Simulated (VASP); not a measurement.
# GW-BSE spectrum of AlN, part 4 of 4

Wanted: the lowest vertical excitons of AlN and its absorption. The cell is of the zinc-blende type, one of the forms listed for this formula. The start is a computed cell from the Materials Project.

VASP 6.6.1, plane waves and PAW; the level of theory is named at each step.

So far, quasiparticle gap on the mesh (eV): step 4 (G0W0) 4.45.

### Step 6. Independent quasiparticles

This step: BSE on G0W0 on PBE, independent quasiparticles; plane waves and PAW (Al_GW, N_GW) (VASP 6.6.1).

With LADDER and LHARTREE off the pairs don't interact at all, so the lowest line must equal the direct gap.

Input file INCAR:

```
SYSTEM = AlN
PREC = Accurate
ENCUT = 450
ISMEAR = 0
SIGMA = 0.01
LREAL = .FALSE.
GGA = PE
NBANDS = 48
ALGO = BSE
NBANDSO = 3
NBANDSV = 4
OMEGAMAX = 25
NEDOS = 1000
CSHIFT = 0.1
PRECFOCK = Fast
LWAVE = .FALSE.
LCHARG = .FALSE.
ENCUTGW = 100
ANTIRES = 0
LADDER = .FALSE.
LHARTREE = .FALSE.
```

Input file POSCAR:

```
AlN
1.0
    0.0000000000      2.1839935596      2.1839935596
    2.1839935596      0.0000000000      2.1839935596
    2.1839935596      2.1839935596      0.0000000000
Al N
1 1
Direct
    0.0000000000      0.0000000000      0.0000000000
    0.2500000000      0.2500000000      0.2500000000
```

Input file KPOINTS:

```
Automatic mesh
0
Gamma
10 10 10
0 0 0
```

Potentials, in the order of the species: Al_GW and N_GW (PBE family, release 64).

Launch:

```bash
> mpirun -np 8 vasp_std
```

The program printed:

```text
[banner, memory and clock lines left out]
 LDA part: xc-table for (Slater+PW92), standard interpolation
 found WAVECAR, reading the header
 POSCAR, INCAR and KPOINTS ok, starting setup
 FFT: planning ... GRIDC
 FFT: planning ... GRID_SOFT
 FFT: planning ... GRID
 reading WAVECAR
 the WAVECAR file was read successfully
 initial charge from wavefunction
 available memory per node:     97.99 GB, setting MAXMEM to    100343

 Doing            0  frequencies on each core in blocks of            0
 parallelization over k-points
 Using distributed matrix
 Using distributed eigensolver
 allocating two-electron 4 orbital integral table    3    4    3    4
 BSE setting up matrix
 available memory per node:     97.57 GB, setting MAXMEM to     99913
 Calculate matrix elements of the BSE Hamiltonian:
 Workload is divided into blocks of two-electron 4 orbital integrals computed in
  parallel.
 Each block/integral has dimensions  of (   3,   4,   3,   4) orbitals
 Total number of blocks/integrals:               500500
 Number of spins:                                     1
 Number of kpoints:                                1000
 Spin channel:                                        1
  Number of blocks of unoccupied bands:               1
  Number of blocks of occupied bands:                 1
 Number of rows/columns of blocks:                 1000

                                                        Time (sec)
               Integrals                 Ranks       Real         CPU
  [         1 -       8000/    500500]     8         0.64        0.00
  [      8001 -      16000/    500500]     8         1.42        0.00
  [     16001 -      24000/    500500]     8         2.31        0.00
  [     24001 -      32000/    500500]     8         3.17        0.00
  [     32001 -      40000/    500500]     8         3.95        0.00
  [     40001 -      48000/    500500]     8         4.79        0.00
  [     48001 -      56000/    500500]     8         5.54        0.00
  [     56001 -      64000/    500500]     8         6.18        0.00
  [     64001 -      72000/    500500]     8         6.88        0.00
  [     72001 -      80000/    500500]     8         7.47        0.00
  [     80001 -      88000/    500500]     8         8.14        0.00
  [     88001 -      96000/    500500]     8         8.95        0.00
  [     96001 -     104000/    500500]     8         9.60        0.00
  [    104001 -     112000/    500500]     8        10.27        0.00
  [    112001 -     120000/    500500]     8        10.89        0.00
  [    120001 -     128000/    500500]     8        11.48        0.00
  [    128001 -     136000/    500500]     8        12.12        0.00
  [    136001 -     144000/    500500]     8        12.78        0.00
  [    144001 -     152000/    500500]     8        13.39        0.00
  [    152001 -     160000/    500500]     8        14.08        0.00
  [    160001 -     168000/    500500]     8        14.69        0.00
  [    168001 -     176000/    500500]     8        15.28        0.00
  [    176001 -     184000/    500500]     8        15.90        0.00
  [    184001 -     192000/    500500]     8        16.52        0.00
  [    192001 -     200000/    500500]     8        17.15        0.00
  [    200001 -     208000/    500500]     8        17.77        0.00
  [    208001 -     216000/    500500]     8        18.39        0.00
  [    216001 -     224000/    500500]     8        18.98        0.00
  [    224001 -     232000/    500500]     8        19.69        0.00
  [    232001 -     240000/    500500]     8        20.33        0.00
  [    240001 -     248000/    500500]     8        21.00        0.00
  [    248001 -     256000/    500500]     8        21.54        0.00
  [    256001 -     264000/    500500]     8        22.16        0.00
  [    264001 -     272000/    500500]     8        22.78        0.00
  [    272001 -     280000/    500500]     8        23.38        0.00
  [    280001 -     288000/    500500]     8        24.01        0.00
  [    288001 -     296000/    500500]     8        24.64        0.00
  [    296001 -     304000/    500500]     8        25.31        0.00
  [    304001 -     312000/    500500]     8        25.93        0.00
  [    312001 -     320000/    500500]     8        26.53        0.00
  [    320001 -     328000/    500500]     8        27.13        0.00
  [    328001 -     336000/    500500]     8        27.79        0.00
  [    336001 -     344000/    500500]     8        28.45        0.00
  [    344001 -     352000/    500500]     8        29.06        0.00
  [    352001 -     360000/    500500]     8        29.62        0.00
  [    360001 -     368000/    500500]     8        30.27        0.00
  [    368001 -     376000/    500500]     8        30.88        0.00
  [    376001 -     384000/    500500]     8        31.50        0.00
  [    384001 -     392000/    500500]     8        32.13        0.00
  [    392001 -     400000/    500500]     8        32.81        0.00
  [    400001 -     408000/    500500]     8        33.61        0.00
  [    408001 -     416000/    500500]     8        34.20        0.00
  [    416001 -     424000/    500500]     8        34.77        0.00
  [    424001 -     432000/    500500]     8        35.32        0.00
[...]
[    496001 -     500000/    500500]     8        40.33        0.00
  [    500001 -     500500/    500500]     8        40.43        0.00

[... 7 parts as in an earlier step ...]
```

It took 5.6 min on 8 MPI ranks of AMD EPYC 7R43, shared host; peak memory 8.9 GiB.

Parts of OUTCAR (step 6):

```text
   NELECT =       8.0000    total number of electrons

 E-fermi :   6.5656

[... 8 parts as in an earlier step ...]

[... 2 further parts left out ...]
```

Numbers from this step:

```yaml
lowest_excitation: 5.639 eV
```

The imaginary dielectric function, xx has structure finer than the step of the table below, so its rows give means over 2 eV, whole bins alone (the curve runs from 0 to 25 eV). Peaks (eV: height): 8.1: 7.26, 8.6: 6.93, 9.4: 9.18, 11.6: 6.03, 13.3: 8.20, 14.0: 6.09, 14.5: 6.24.

From 3 filled and 4 empty bands alone, without any pair above OMEGAMAX = 25 eV, so strength is missing wherever others contribute; lines are broadened by CSHIFT, which also makes the tail under the first line. The imaginary dielectric function, xx by photon energy; means over each step:

```csv
photon energy (eV),"imaginary dielectric function, xx"
2,0.0139
4,0.0446
6,0.933
8,4.66
10,5.48
12,4.43
14,5.56
16,2.57
18,0.788
20,0.222
22,0.0275
24,0.0122
```

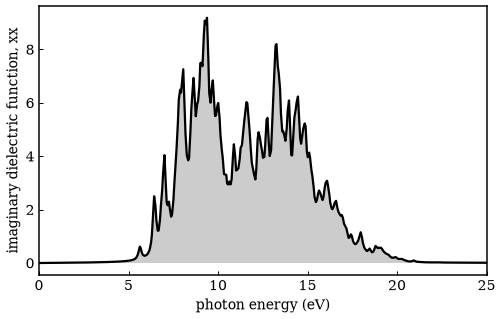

Imaginary dielectric function, xx against photon energy.

The lowest excitation lies at 5.639 eV, +364 meV against the Tamm-Dancoff singlet. No second mesh in this session tests these energies, peaks and heights.

### Step 7. Summary

This step: BSE on G0W0 on PBE; plane waves and PAW (VASP 6.6.1).

No new run; the numbers come from the runs before.

Cost is wall time times ranks on a shared host, for this step alone, without the steps before it. Excitations by level:

```csv
level,first excitation (eV),cost (core minutes)
"BSE, Tamm-Dancoff",5.275,112
independent quasiparticles,5.639,44.41
```

### Step 8. Summary of results

- BSE, Tamm-Dancoff: lowest vertical excitation 5.275 eV; direct gap 5.639 eV
- independent quasiparticles: lowest vertical excitation 5.639 eV; direct gap 5.639 eV

In words: The Bethe-Salpeter equation puts the lowest vertical singlet excitation at 5.275 eV, 0.36 eV below the direct gap of 5.639 eV; the states within 10 meV of it carry 22 % of the strength of the strongest such group among the lowest 40 states. Attraction and local fields together move the centre of weight of eps2 xx over the computed range by -1.86 eV against the run of independent quasiparticles. The spectra were run on one mesh, so the distance from the gap isn't shown to be converged; coarse meshes tend to overstate it. Bands, response cutoff and mesh of the GW step weren't tested in this session. Only vertical pairs enter; the least gap on the mesh is indirect, 4.449 eV, and its phonon-assisted absorption is absent. Only the bands set by NBANDSO and NBANDSV form pairs, and any pair above OMEGAMAX = 25 eV is dropped, so the spectrum is that of this window; the window can cut degenerate bands. Not tabulated here, as repeats of values shown or as unfit to read for their mesh, reference level or band range: eps2 curves (empty bands); eps1 curves and static values (BSE, empty bands, independent quasiparticles); gaps (empty bands); line lists of runs without attraction (independent quasiparticles).

[Lines on the potential files, build, host, timing and source positions are cut from VASP's logs without a mark.]

[Logs are printed without paths, hosts, clocks, repeated set-up lines and the standing remarks that a program may print on its own settings, such as how far it seeks lower states.]

[Hosts, paths, dates, database ids (printed as entryN), source tags and the programs' standing remarks are cut or masked in the printed files.]

[Pressures printed for these runs are not shown converged in the cutoff: they can be off by several GPa and have the wrong sign.]
